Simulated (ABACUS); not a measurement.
## Single-point calculation at one volume of an equation of state, with input and output: Hf (part 1 of 2)

The run: single-point calculation at one volume of an equation of state of Hf (1 atom in the cell). Method and program: Kohn-Sham DFT of a periodic cell, PBE, PseudoDojo NC SR 0.4.1 PBE standard, no spin polarisation (ABACUS 3.10.1).

The structure derives from an entry of the Crystallography Open Database. It belongs to a series of runs on one base structure; here: volume scaled by 1.04.

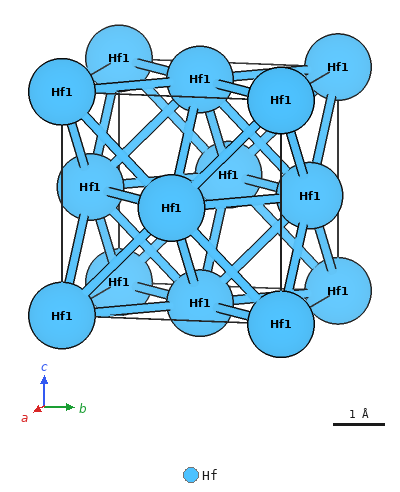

Figure 1. The input geometry (ball-and-stick view of the cell 4 times as large as that of the calculation, set on its symmetry axes, seen slightly off an axis; atoms are numbered from 1 in the order of the input). Near neighbours in the crystal (not all of them lie inside the picture): Hf has 12 Hf at 3.18 Å.

Input file
```
INPUT_PARAMETERS
suffix              Hf
calculation         scf
basis_type          lcao
pseudo_dir          ./
orbital_dir         ./
symmetry            1
dft_functional      pbe
ecutwfc             100
pseudo_rcut         10
nspin               1
nbands              10
ks_solver           genelpa
smearing_method     fd
smearing_sigma      0.00367493
scf_thr             1e-07
scf_nmax            100
mixing_type         broyden
mixing_beta         0.7
cal_force           1
cal_stress          1
out_mul             1
```

File STRU
```
ATOMIC_SPECIES
Hf 178.4900 Hf.upf

NUMERICAL_ORBITAL
Hf_confined-atom_8au_2s1p1d.orb

LATTICE_CONSTANT
1.8897261246

LATTICE_VECTORS
0.0000000000 2.2492138765 2.2492138765
2.2492138765 0.0000000000 2.2492138765
2.2492138765 2.2492138765 0.0000000000

ATOMIC_POSITIONS
Direct

Hf
0.0
1
0.0000000000 0.0000000000 0.0000000000 1 1 1
```

File KPT
```
K_POINTS
0
Gamma
10 10 10 0 0 0
```

Hardware: 4 threads of INTEL XEON PLATINUM @ 2.10GHz (Emerald Rapids), 24 GiB of memory available, shared host.

Launched with:
```bash
OMP_NUM_THREADS=1 mpirun -np 4 abacus > log
```

Log
```
ABACUS v3.10.1

               Atomic-orbital Based Ab-initio Computation at UStc

 ------------------------------------------------------------------------------------

 READING GENERAL INFORMATION
                           global_out_dir = OUT.Hf/
                           global_in_card = INPUT
                               pseudo_dir = ./
                              orbital_dir = ./
                                    DSIZE = 4
                                    GSIZE = 1

 READING UNITCELL INFORMATION
                                    ntype = 1
                  lattice constant (Bohr) = 1.88973
              lattice constant (Angstrom) = 1

 READING ATOM TYPE 1
                               atom label = Hf
                      L=0, number of zeta = 2
                      L=1, number of zeta = 1
                      L=2, number of zeta = 1
             number of atom for this type = 1

                        TOTAL ATOM NUMBER = 1
DIRECT COORDINATES
    atom                   x                   y                   z     mag                  vx                  vy                  vz
taud_Hf1            0.0000000000        0.0000000000        0.0000000000  0.0000        0.0000000000        0.0000000000        0.0000000000

                          Volume (Bohr^3) = 153.574
                             Volume (A^3) = 22.7574

 Lattice vectors: (Cartesian coordinate: in unit of a_0)
                   +0            +2.24921            +2.24921
             +2.24921                  +0            +2.24921
             +2.24921            +2.24921                  +0
 Reciprocal vectors: (Cartesian coordinate: in unit of 2 pi/a_0)
              -0.2223             +0.2223             +0.2223
              +0.2223             -0.2223             +0.2223
              +0.2223             +0.2223             -0.2223
 The esolver type has been set to : ksdft_lcao

                PAO radial cut off (Bohr) = 10

 Read in pseudopotential file is Hf.upf
                     pseudopotential type = NC
          exchange-correlation functional = PBE
                 nonlocal core correction = 1
                        valence electrons = 12
                                     lmax = 3
                           number of zeta = 4
                     number of projectors = 8
                           L of projector = 0
                           L of projector = 0
                           L of projector = 1
                           L of projector = 1
                           L of projector = 2
                           L of projector = 2
                           L of projector = 3
                           L of projector = 3
     initial pseudo atomic orbital number = 10

 SETUP THE ELECTRONS NUMBER
            electron number of element Hf = 12
      total electron number of element Hf = 12
            AUTOSET number of electrons:  = 12
                           occupied bands = 6
                                   NLOCAL = 10
                                   NBANDS = 10
                                   NBANDS = 10
                                   NLOCAL = 10

%%%%%%%%%%%%%%%%%%%%%%%%%%%%%%%%%%%%%%%%%%%%%%%%%%%%%%%%%%%%%%%%%%%%%%%%%%%%%%%%%%%%%%%%%%%%%%%%%%%%%%%%%%
 Warning: the number of valence electrons in pseudopotential > 4 for Hf: [Xe] 4f14 5d2 6s2
 Pseudopotentials with additional electrons can yield (more) accurate outcomes, but may be less efficient.
 If you're confident that your chosen pseudopotential is appropriate, you can safely ignore this warning.
%%%%%%%%%%%%%%%%%%%%%%%%%%%%%%%%%%%%%%%%%%%%%%%%%%%%%%%%%%%%%%%%%%%%%%%%%%%%%%%%%%%%%%%%%%%%%%%%%%%%%%%%%%

 SETUP THE PLANE WAVE BASIS
 energy cutoff for charge/potential (unit:Ry) = 400
            fft grid for charge/potential = [ 40, 40, 40 ]
                        fft grid division = [ 5, 5, 5 ]
        big fft grid for charge/potential = [ 8, 8, 8 ]
                                     nbxx = 128
                                     nrxx = 16000

 SETUP PLANE WAVES FOR CHARGE/POTENTIAL
                    number of plane waves = 20827
                         number of sticks = 1003

 PARALLEL PW FOR CHARGE/POTENTIAL
     PROC   COLUMNS(POT)             PW
        1            251           5208
        2            251           5208
        3            251           5206
        4            250           5205
 --------------- sum -------------------
        4           1003          20827
                            number of |g| = 244
                                  max |g| = 36.124
                                  min |g| = 0.395338

----------- Double Check Mixing Parameters Begin ------------
mixing_type: broyden
mixing_beta: 0.7
mixing_gg0: 1
mixing_gg0_min: 0.1
mixing_ndim: 8
----------- Double Check Mixing Parameters End ------------

 LATTICE VECTORS: (CARTESIAN COORDINATE: IN UNIT OF A0)
                   +0            +2.24921            +2.24921
             +2.24921                  +0            +2.24921
             +2.24921            +2.24921                  +0
                       right hand lattice = 1
                                   NORM_A = 3.18087
                                   NORM_B = 3.18087
                                   NORM_C = 3.18087
                           ALPHA (DEGREE) = 60
                           BETA  (DEGREE) = 60
                           GAMMA (DEGREE) = 60

 The lattice vectors have been changed (STRU_SIMPLE.cif)

(for optimal symmetric configuration:)
                             BRAVAIS TYPE = 3
                     BRAVAIS LATTICE NAME = 03. Cubic F (face-centered)
                                    ibrav = 3
                                    IBRAV = 3
                                  BRAVAIS = FACE CENTERED CUBIC
                       LATTICE CONSTANT A = 4.49843
Original cell was already a primitive cell.
                        ROTATION MATRICES = 48
              PURE POINT GROUP OPERATIONS = 48
                   SPACE GROUP OPERATIONS = 48
                              POINT GROUP = O_h
               POINT GROUP IN SPACE GROUP = O_h

 SETUP K-POINTS
                                    nspin = 1
                   Input type of k points = Monkhorst-Pack(Gamma)
                                   nkstot = 1000
                       right hand lattice = 1
(for reciprocal lattice: )
                             BRAVAIS TYPE = 2
                     BRAVAIS LATTICE NAME = 02. Cubic I (body-centered)
                                    ibrav = 2
                       right hand lattice = 1
(for k-lattice: )
                             BRAVAIS TYPE = 2
                     BRAVAIS LATTICE NAME = 02. Cubic I (body-centered)
                                    ibrav = 2
                       right hand lattice = 1
                        ROTATION MATRICES = 48
                               nkstot_ibz = 47
K-POINTS REDUCTION ACCORDING TO SYMMETRY
     IBZ    DIRECT_X    DIRECT_Y    DIRECT_Z  WEIGHT  ibz2bz
       1  0.00000000  0.00000000  0.00000000  0.0010       0
       2  0.10000000  0.10000000  0.10000000  0.0080       1
       3  0.20000000  0.20000000  0.20000000  0.0080       2
       4  0.30000000  0.30000000  0.30000000  0.0080       3
       5  0.40000000  0.40000000  0.40000000  0.0080       4
       6  0.50000000  0.50000000  0.50000000  0.0040       5
       7  0.10000000  0.10000000  0.00000000  0.0060      11
       8  0.20000000  0.20000000  0.10000000  0.0240      12
       9  0.30000000  0.30000000  0.20000000  0.0240      13
      10  0.40000000  0.40000000  0.30000000  0.0240      14
      11  0.50000000  0.50000000  0.40000000  0.0240      15
      12  0.50000000  0.40000000  0.40000000  0.0240      16
      13  0.40000000  0.30000000  0.30000000  0.0240      17
      14  0.30000000  0.20000000  0.20000000  0.0240      18
      15  0.10000000  0.10000000  0.20000000  0.0120      19
      16  0.20000000  0.20000000  0.00000000  0.0060      22
      17  0.30000000  0.30000000  0.10000000  0.0240      23
      18  0.40000000  0.40000000  0.20000000  0.0240      24
      19  0.50000000  0.50000000  0.30000000  0.0240      25
      20 -0.40000000  0.40000000  0.40000000  0.0240      26
      21  0.50000000  0.30000000  0.30000000  0.0240      27
      22  0.40000000  0.20000000  0.20000000  0.0120      28
      23  0.30000000  0.30000000  0.00000000  0.0060      33
      24  0.40000000  0.40000000  0.10000000  0.0240      34
      25  0.50000000  0.50000000  0.20000000  0.0240      35
      26 -0.30000000  0.40000000  0.40000000  0.0240      36
      27 -0.40000000  0.30000000  0.30000000  0.0120      37
      28  0.40000000  0.40000000  0.00000000  0.0060      44
      29  0.50000000  0.50000000  0.10000000  0.0240      45
      30 -0.20000000  0.40000000  0.40000000  0.0120      46
[... 17 further k points ...]

                               nkstot now = 47
[... K-POINTS DIRECT COORDINATES: 47 rows ...]

           k-point number in this process = 47
       minimum distributed K point number = 47
[... stars of the k points ...]

[... K-POINTS CARTESIAN COORDINATES: 47 rows ...]

[... K-POINTS DIRECT COORDINATES: 47 rows ...]

 SETUP PLANE WAVES FOR WAVE FUNCTIONS
     energy cutoff for wavefunc (unit:Ry) = 100
              fft grid for wave functions = [ 40, 40, 40 ]
                    number of plane waves = 3479
                         number of sticks = 301

 PARALLEL PW FOR WAVE FUNCTIONS
     PROC   COLUMNS(POT)             PW
        1             75            869
        2             75            869
        3             75            869
        4             76            872
 --------------- sum -------------------
        4            301           3479

 SET NONLOCAL PSEUDOPOTENTIAL PROJECTORS
 max number of nonlocal projetors among all species is 8

 -------------------------------------------
 SELF-CONSISTENT
 -------------------------------------------

 SETUP SEARCHING RADIUS FOR PROGRAM TO SEARCH ADJACENT ATOMS
                  longest orb rcut (Bohr) = 8
   longest nonlocal projector rcut (Bohr) = 2.46
                     search radius (Bohr) = 20.9
              searching radius is (Bohr)) = 20.9
         searching radius unit is (Bohr)) = 1.89
                         PeriodicBoundary = 1
                        Radius(unit:lat0) = 11.1
                                   glayer = [ 6, 6, 6 ]
                             glayer_minus = [ 5, 5, 5 ]

Find the coordinate range of the input atom(unit:lat0).
                                  min_tau = [ -22.5, -22.5, -22.5 ]
                                  max_tau = [ 22.5, 22.5, 22.5 ]
                                BoxNumber = [ 11, 11, 11 ]

 SETUP EXTENDED REAL SPACE GRID FOR GRID INTEGRATION
                          real space grid = [ 40, 40, 40 ]
                 big cell numbers in grid = [ 8, 8, 8 ]
             meshcell numbers in big cell = [ 5, 5, 5 ]
                        extended fft grid = [ 14, 14, 14 ]
                dimension of extened grid = [ 37, 37, 37 ]
                            UnitCellTotal = 125
              Atom number in sub-FFT-grid = 1
    Local orbitals number in sub-FFT-grid = 10
                                ParaV.nnr = 6225
                                 init_chg = atomic

 LCAO ALGORITHM --------------- ION=   1  ELEC=   1--------------------------------

 Density error is 0.0132531262968
```
